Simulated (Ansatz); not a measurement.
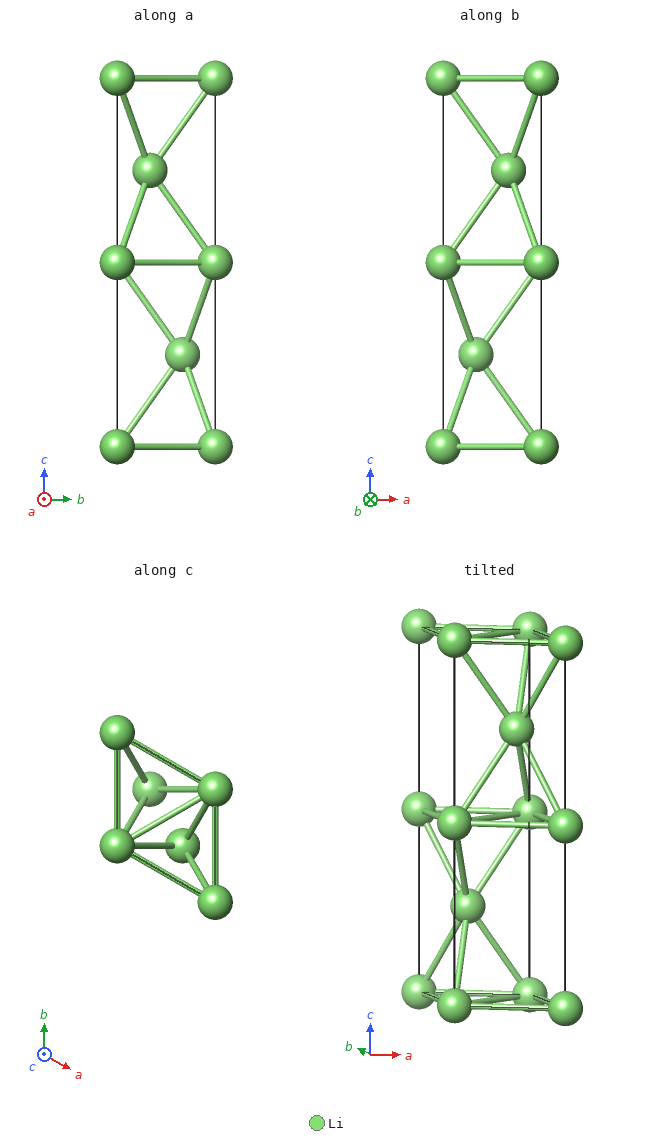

A ball-and-stick rendering, viewed along the a axis, along the b axis, along the c axis and slightly off an axis. Thin lines show the conventional unit cell, with boundary atoms drawn in all their periodic places.

Lattice parameters: a = 3.014 Å, b = 3.014 Å, c = 9.822 Å, α = 90.00°, β = 90.00°, γ = 120.00°. Put a along x and b in the xy plane.

> Record the structure as a POSCAR file.

```
Li
1.0
     3.014    0.000    0.000
    -1.507    2.610    0.000
     0.000    0.000    9.822
Li
4
Direct
  0.0000 0.0000 0.0000
  0.0000 0.0000 0.5000
  0.3333 0.6667 0.2500
  0.6667 0.3333 0.7500
```

Starting structure: a structure type filled with this element by a generator (whether the element takes this form wasn't checked). Earlier steps of the study may have refined or changed the cell and positions. It was run through Ansatz as a DFT input.
